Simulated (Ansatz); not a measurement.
# Si (slab): what the fields show

The calculation's input:

```
crystal:
  lattice:
    - [3.8319083607, 0.0, 0.0]
    - [-1.9159541804, 3.3185299854, 0.0]
    - [0.0, 0.0, 34.8256817249]
  atoms:
    - { symbol: Si, position: [0.6666666667, 0.3333333333, 0.2153583111] }
    - { symbol: Si, position: [0.3333333333, 0.6666666667, 0.2383362383] }
    - { symbol: Si, position: [0.3333333333, 0.6666666667, 0.3064092196] }
    - { symbol: Si, position: [0.6666666667, 0.3333333333, 0.3293871467] }
    - { symbol: Si, position: [0.6666666667, 0.3333333333, 0.397460128] }
    - { symbol: Si, position: [0.3333333333, 0.6666666667, 0.4204380552] }
    - { symbol: Si, position: [0.3333333333, 0.6666666667, 0.4885110364] }
    - { symbol: Si, position: [0.6666666667, 0.3333333333, 0.5114889636] }
    - { symbol: Si, position: [0.6666666667, 0.3333333333, 0.5795619448] }
    - { symbol: Si, position: [0.3333333333, 0.6666666667, 0.602539872] }
    - { symbol: Si, position: [0.3333333333, 0.6666666667, 0.6706128533] }
    - { symbol: Si, position: [0.6666666667, 0.3333333333, 0.6935907804] }
    - { symbol: Si, position: [0.6666666667, 0.3333333333, 0.7616637617] }
    - { symbol: Si, position: [0.3333333333, 0.6666666667, 0.7846416889] }
basis:
  ecutwfc: 500
kpoints:
  mp_grid: { grid: [9, 9, 1] }
hamiltonian:
  xc: r2scan
scf:
  occupations: { method: gaussian, width: 0.05 }
output:
  forces: true
  stress: true
  eigenvalues: true
  write_density: true
  write_potential: true
  elf: true
  volumetric_format: npy
efield:
  axis: 3
  dipole_correction: true
  ramp_width: 0.04
```

Run with:

```sh
ansatz run input.yaml --threads 1 --pin off --max-ram 2560MiB --backend cpu --events-out ev --progress --plain --runs-dir out
```

Changed on purpose from its base cell (repeats removed: -2); not relaxed (largest force 0.9 eV/Å).

Level of theory: DFT r2SCAN, scalar-relativistic, plane waves, PAW in Ansatz 0.2.0.

Core electrons are frozen (PAW), and the valence fields are smoothed inside the atomic spheres.

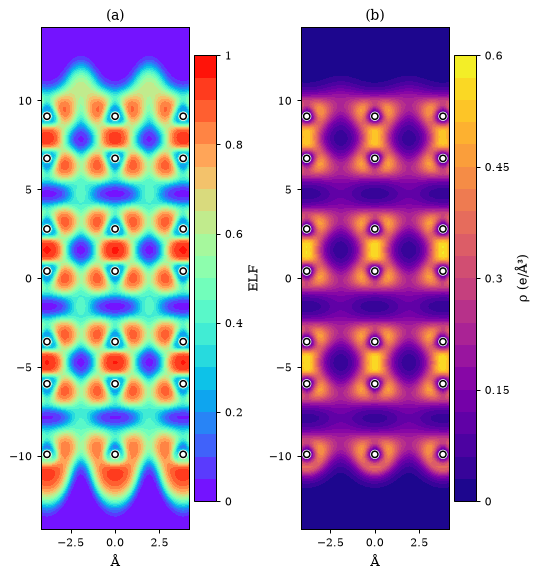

Figure 1. (a) electron localisation function; (b) valence charge density (pseudo) on the (11̄0) plane of the calculation cell, a cut from vacuum to vacuum. Circles mark the nuclei in the plane (Si).

### Interpret the plot.

Atoms in the plane: Si. Si–Si (2.37 Å): ρ is about 0.56 e/Å³ halfway; the ELF peaks at about 0.95 between the atoms. The density dies away to nearly zero in the vacuum. The ELF also peaks beside Si, away from the bonds: lone-pair regions.

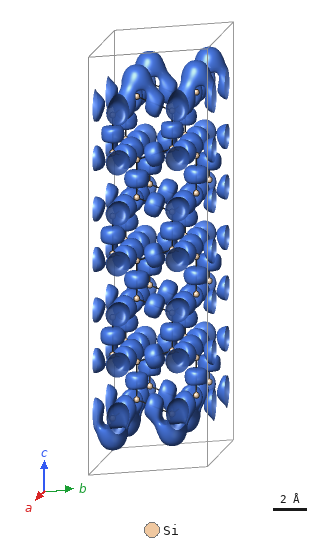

Figure 2. Isosurface of the ELF at 0.75 (blue), seen slightly off an axis. Core shells and regions of very low density are left out. Sticks mark near contacts.

### Identify the bonds, lone pairs and shells in this picture.

At this value the surface marks out 21 regions between bonded Si–Si atoms and two regions on Si in which the atom's valence shell and bonds are merged, counted in one cell of 14 atoms. Counts are for one cell; the picture repeats the cell along the surface.


Si–Si (2.35 Å): the ELF peaks at about 0.95 between the atoms.

### Metal or insulator at this level of theory?

It is gapless in this calculation (a metal or semimetal).
